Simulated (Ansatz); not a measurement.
## Two runs on ZnO

System: ZnO (P6₃mc, 4 atoms in the cell).
Method of the first run: Kohn-Sham DFT of a periodic cell, RPBE with D3(BJ), Ansatz PAW, no spin polarisation (Ansatz 0.2.0).

The structure derives from an entry of the Crystallography Open Database. Text and figures count atoms from 1; the logs count them from 0 in places.

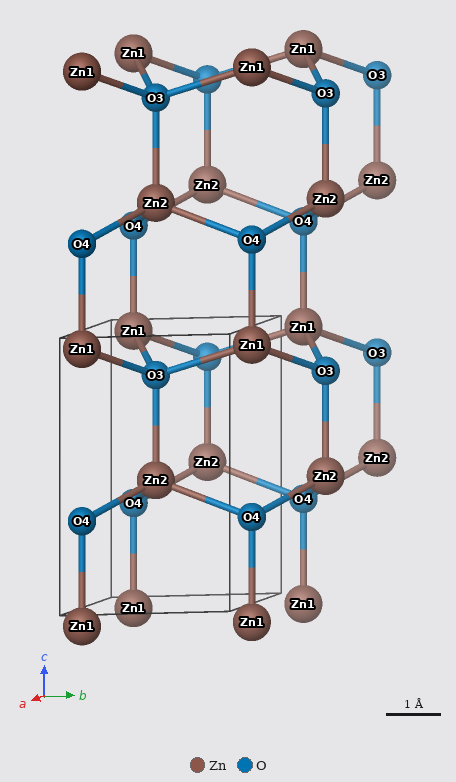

**Figure 1.** The structure as given in the input (ball-and-stick view of the cell of the calculation, repeated 2 × 2 × 2, seen slightly off an axis; atoms are numbered from 1 in the order of the input). Near neighbours in the crystal (not all of them lie inside the picture): Zn has 4 O at 1.97 to 1.98 Å; O has 4 Zn at 1.97 to 1.98 Å.

Input file, the first run:
```yaml
crystal:
  lattice:
    - [3.249308, 0.0, 0.0]
    - [-1.624654, 2.8139832727, 0.0]
    - [0.0, 0.0, 5.205709]
  atoms:
    - { symbol: Zn, position: [0.6666666667, 0.3333333333, 0.0] }
    - { symbol: Zn, position: [0.3333333333, 0.6666666667, 0.5] }
    - { symbol: O, position: [0.3333333333, 0.6666666667, 0.87901] }
    - { symbol: O, position: [0.6666666667, 0.3333333333, 0.37901] }
hamiltonian:
  xc: rpbe
  pseudopotentials: { kind: paw }
  dispersion: d3bj
kpoints:
  mp_grid: { grid: [9, 9, 5] }
scf:
  occupations: { method: fermi_dirac, width: 0.05 }
output:
  forces: true
  stress: true
relax:
  f_tol: 0.01
  max_steps: 40
  cell: { stress_tol: 0.05 }
```

Launched with:
```bash
ansatz run input.yaml --threads 2 --pin off --max-ram 5120MiB --backend cpu --events-out ev --progress --plain --runs-dir out
```

Hardware: 2 threads of Intel Xeon (Granite Rapids), 192 GiB of memory available, shared host.

Output, shortened to warnings, some set-up lines, iterations and results (the first run):
```
Basis set: ecut = 420 eV, 941 PW (Γ), exchange–correlation on 48×48×72 points (8 copies of the dense FFT grid, shifted against one another)
Symmetry: 12 space group operations
k-points: 36 of 405 (time reversal used)
Initial density: superposition of atomic densities (neutral atoms: chi_scale 0, normalization atom), corrected by the library's trained network
[...]
SCF iter   1: F=—  HF=-7791.268056 eV  |F-HF|=—  |Δ(HF+E_count)|=         —  Δρ=6.60e-3  dr2=1.42e-2  ethr=1.77e-3  ⟨swp⟩=6.1  Hψ=3570  notcnv=0
SCF iter   2: F=—  HF=-7791.265103 eV  |F-HF|=—  |Δ(HF+E_count)|=   2.95e-3  Δρ=1.63e-3  dr2=8.33e-4  ethr=3.95e-5  ⟨swp⟩=2.0  Hψ=1799  notcnv=0
SCF iter   3: F=—  HF=-7791.264894 eV  |F-HF|=—  |Δ(HF+E_count)|=   2.09e-4  Δρ=1.38e-3  dr2=5.66e-4  ethr=2.31e-6  ⟨swp⟩=2.0  Hψ=1368  notcnv=0
SCF iter   4: F=—  HF=-7791.264910 eV  |F-HF|=—  |Δ(HF+E_count)|=   1.68e-5  Δρ=5.61e-4  dr2=2.09e-4  ethr=1.57e-6  ⟨swp⟩=2.0  Hψ=1368  notcnv=0
SCF iter   5: F=—  HF=-7791.264890 eV  |F-HF|=—  |Δ(HF+E_count)|=   1.99e-5  Δρ=1.68e-4  dr2=1.67e-5  ethr=5.80e-7  ⟨swp⟩=2.6  Hψ=1261  notcnv=0
[... 52 lines ...]
SCF iter   5: F=—  HF=-7791.301324 eV  |F-HF|=—  |Δ(HF+E_count)|=   3.34e-9  Δρ=1.64e-6  dr2=8.10e-10  ethr=8.31e-12  ⟨swp⟩=2.0  Hψ=1369  notcnv=0
SCF iter   6: F=—  HF=-7791.301324 eV  |F-HF|=—  |Δ(HF+E_count)|=   1.80e-9  Δρ=9.98e-7  dr2=3.10e-10  ethr=2.25e-12  ⟨swp⟩=2.0  Hψ=1441  notcnv=0
SCF iter   7: F=-7791.301324 eV  HF=-7791.301324 eV  |F-HF|=8.19e-12  |Δ(HF+E_count)|=  2.46e-10  Δρ=1.20e-7  dr2=5.33e-12  ethr=1.00e-12  ⟨swp⟩=3.0  Hψ=3453  notcnv=0
SCF 8 converged in 7 iterations: F = -7791.301324 eV  dr2 = 5.33e-12
relax step   8: F+E_penalty+E_count = -7791.30132389 eV  Δ(F+E_penalty+E_count) = +2.570e-4 eV  max|allowed force component| = 1.124e-3 eV/Å  Δτ_max = 0.0000 Å  P = -0.013 …
basis re-selected at this cell: Δ(F+E_penalty+E_count) = +2.570e-4 eV, ΔP = -0.005 GPa vs the last step (what re-selecting the basis moved, of the pressure what is left beyond the Pulay correction that the steps carried, after the strain that the cell walked since its last selection, with what the …
SCF converged after 7 iterations
Free energy (F): -7791.301324 eV
Harris-Foulkes:  -7791.301324 eV  (|F-HF|=8.19e-12)
Internal energy: -7791.301323 eV  (E = F + TS)
E sigma→0 (E₀):  -7791.301323 eV
Entropy (-TS):   -0.000001 eV (-0.000 meV/atom)
Fermi energy:    8.551101 eV
--- Per-component energies (eV) ---
  E_band       = 89.723427
  E_kinetic    = 615.152951
  E_local      = -3942.994330  (includes V_loc(G=0)·N_el)
  E_nonlocal   = 1334.318944
  E_hartree    = 1625.716334
  E_xc         = -422.456113
  E_vxc        = -290.691816  (∫ρ·V_xc dr)
  E_paw        = -3993.945594  (= ΣΔE_a)
  E_vpaw       = -877.499082  (= ΣTr[D̂ρ^β])
  E_aug_tail   = 0.004159  (compensation charges beyond the density's cutoff)
  E_ewald      = -3003.368428
  E_disp       = -3.539453  (pairwise vdW)
  E_core_change = -0.189792  (= ΣΔE_core)
  E_smearing   = -0.000001  (= −TS)
  E_closure    = -0.000000  (closes the sum)
  Σ components = -7791.301324   (vs F -7791.301324, Δ=0.00e0)
--- Forces (eV/Å), atoms counted from 1 ---
  atom   1  Zn     0.00000000    -0.00000000    -0.00112384
  atom   2  Zn    -0.00000000     0.00000000    -0.00112384
  atom   3  O     -0.00000000    -0.00000000     0.00112497
  atom   4  O     -0.00000000     0.00000000     0.00112497
  max |Σ_I F_I| component: 2.28e-6 eV/Å
--- Stress (GPa, compression-positive) ---
       -0.019691       0.000000       0.000000
        0.000000      -0.019691      -0.000000
        0.000000      -0.000000       0.000218
  P = ⅓ Tr σ = -0.0131 GPa (-0.131 kbar)
--- Relaxed structure (6 steps of the walk, 6 accepted, 2 SCFs on fresh bases) ---
  F+E_penalty+E_count = -7791.30132389 eV   max|allowed force component| = 1.124e-3 eV/Å   (the final SCF, on the basis selected at the relaxed cell)
  cell:  # Å, volume = 45.6856 Å³
    - [3.2079207382460266, -3.45353558175234e-33, 0.0]
    - [-1.6039603691230133, 2.77814085264799, -1.457814015536011e-18]
    - [-3.688601031319551e-34, -2.6968730107956246e-18, 5.126267803021895]
  atoms:
[...]
```

The input of the second run differs as follows (lines with − go, lines with + come):
```diff
-  xc: rpbe
+  xc: { exchange: pbe, correlation: none }
-  dispersion: d3bj
```

What does this change do to the results?

The total energies belong to different models, so their difference says nothing on which is more stable or more accurate. The volume per atom goes from 11.42 to 13.90 Å³. The functional changes from RPBE to one typed by its parts (see the changed lines). The SCF takes 64 iterations over all geometry steps against 46.

Output, shortened to warnings, some set-up lines, iterations and results (the second run):
```
Basis set: ecut = 420 eV, 941 PW (Γ), exchange–correlation on 48×48×72 points (8 copies of the dense FFT grid, shifted against one another)
Symmetry: 12 space group operations
k-points: 36 of 405 (time reversal used)
Initial density: superposition of atomic densities (neutral atoms: chi_scale 0, normalization atom), corrected by the library's trained network
[...]
SCF iter   1: F=—  HF=-7679.776136 eV  |F-HF|=—  |Δ(HF+E_count)|=         —  Δρ=1.38e-2  dr2=6.28e-2  ethr=1.77e-3  ⟨swp⟩=6.3  Hψ=3710  notcnv=0
SCF iter   2: F=—  HF=-7679.755479 eV  |F-HF|=—  |Δ(HF+E_count)|=   2.07e-2  Δρ=3.56e-3  dr2=3.79e-3  ethr=1.74e-4  ⟨swp⟩=2.0  Hψ=1799  notcnv=0
SCF iter   3: F=—  HF=-7679.753393 eV  |F-HF|=—  |Δ(HF+E_count)|=   2.09e-3  Δρ=9.13e-4  dr2=2.85e-4  ethr=1.05e-5  ⟨swp⟩=2.0  Hψ=1498  notcnv=0
SCF iter   4: F=—  HF=-7679.753703 eV  |F-HF|=—  |Δ(HF+E_count)|=   3.10e-4  Δρ=5.00e-4  dr2=1.21e-4  ethr=7.93e-7  ⟨swp⟩=2.4  Hψ=1382  notcnv=0
SCF iter   5: F=—  HF=-7679.753842 eV  |F-HF|=—  |Δ(HF+E_count)|=   1.40e-4  Δρ=9.04e-5  dr2=3.59e-6  ethr=3.35e-7  ⟨swp⟩=2.0  Hψ=1385  notcnv=0
[... 74 lines ...]
SCF iter   5: F=—  HF=-7680.204141 eV  |F-HF|=—  |Δ(HF+E_count)|=   6.94e-9  Δρ=2.14e-6  dr2=7.81e-10  ethr=3.65e-11  ⟨swp⟩=2.0  Hψ=1368  notcnv=0
SCF iter   6: F=—  HF=-7680.204141 eV  |F-HF|=—  |Δ(HF+E_count)|=   3.81e-8  Δρ=9.27e-7  dr2=2.91e-10  ethr=2.17e-12  ⟨swp⟩=2.0  Hψ=1416  notcnv=0
SCF iter   7: F=-7680.204141 eV  HF=-7680.204141 eV  |F-HF|=1.18e-11  |Δ(HF+E_count)|=   4.91e-9  Δρ=2.62e-7  dr2=3.10e-11  ethr=1.00e-12  ⟨swp⟩=2.8  Hψ=3157  notcnv=0
SCF 10 converged in 7 iterations: F = -7680.204141 eV  dr2 = 3.10e-11
relax step  10: F+E_penalty+E_count = -7680.20414065 eV  Δ(F+E_penalty+E_count) = -3.513e-3 eV  max|allowed force component| = 5.449e-4 eV/Å  Δτ_max = 0.0000 Å  P = +0.023 …
basis re-selected at this cell: Δ(F+E_penalty+E_count) = -3.513e-3 eV, ΔP = +0.019 GPa vs the last step (what re-selecting the basis moved, of the pressure what is left beyond the Pulay correction that the steps carried, after the strain that the cell walked since its last selection, with what the …
SCF converged after 7 iterations
Free energy (F): -7680.204141 eV
Harris-Foulkes:  -7680.204141 eV  (|F-HF|=1.18e-11)
Internal energy: -7680.204121 eV  (E = F + TS)
E sigma→0 (E₀):  -7680.204131 eV
Entropy (-TS):   -0.000020 eV (-0.005 meV/atom)
Fermi energy:    6.925775 eV
--- Per-component energies (eV) ---
  E_band       = 57.214051
  E_kinetic    = 605.521599
  E_local      = -4222.606282  (includes V_loc(G=0)·N_el)
  E_nonlocal   = 1324.549977
  E_hartree    = 1731.218504
  E_xc         = -386.219331
  E_vxc        = -261.046082  (∫ρ·V_xc dr)
  E_paw        = -3919.601265  (= ΣΔE_a)
  E_vpaw       = -851.646115  (= ΣTr[D̂ρ^β])
  E_aug_tail   = 0.004059  (compensation charges beyond the density's cutoff)
  E_ewald      = -2813.114911
  E_core_change = 0.043528  (= ΣΔE_core)
  E_smearing   = -0.000020  (= −TS)
  E_closure    = -0.000000  (closes the sum)
  Σ components = -7680.204141   (vs F -7680.204141, Δ=0.00e0)
--- Forces (eV/Å), atoms counted from 1 ---
  atom   1  Zn    -0.00000000    -0.00000000    -0.00054478
  atom   2  Zn    -0.00000000     0.00000000    -0.00054478
  atom   3  O     -0.00000000     0.00000000     0.00054499
  atom   4  O      0.00000000    -0.00000000     0.00054499
  max |Σ_I F_I| component: 4.13e-7 eV/Å
--- Stress (GPa, compression-positive) ---
        0.019514       0.000000      -0.000000
        0.000000       0.019514       0.000000
       -0.000000       0.000000       0.031134
  P = ⅓ Tr σ = 0.0234 GPa (0.234 kbar)
--- Relaxed structure (8 steps of the walk, 8 accepted, 2 SCFs on fresh bases) ---
  F+E_penalty+E_count = -7680.20414065 eV   max|allowed force component| = 5.449e-4 eV/Å   (the final SCF, on the basis selected at the relaxed cell)
  cell:  # Å, volume = 55.6124 Å³
    - [3.4098936970037848, -2.3023570545015597e-34, -8.63383895438085e-34]
    - [-1.7049468485018924, 2.9530545658097154, 5.744941614844739e-18]
    - [-1.1987953351788539e-33, 1.0627815225095622e-17, 5.522796114150779]
  atoms:
[...]
```

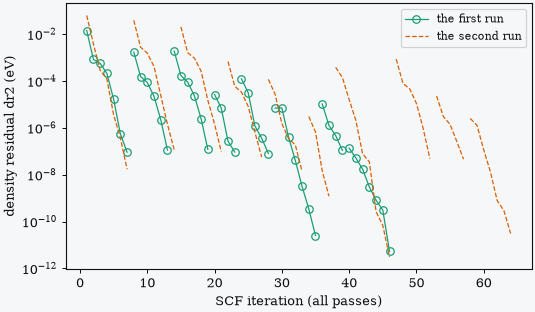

**Figure 2.** Convergence of the two runs: density residual dr2 against the SCF iteration. A break in a curve parts two SCF passes. The first run takes 46 iterations in all, and the second run takes 64.

The two runs side by side:

| quantity | the first run | the second run |
| --- | --- | --- |
| outcome | converged | converged |
| free energy per atom (eV) | −1947.8253 | −1920.0510 |
| pressure (GPa) | −0.01 | 0.02 |
| volume per atom (Å³) | 11.42 | 13.90 |
| largest force (eV/Å) | 0.001 | 0.001 |
| SCF iterations | 46 | 64 |
| irreducible k-points | 36 | 36 |
| wall time (shared host) | 8.2 s | 11 s |

For both runs: Points of doubt noted for this run: forces on files of another functional.
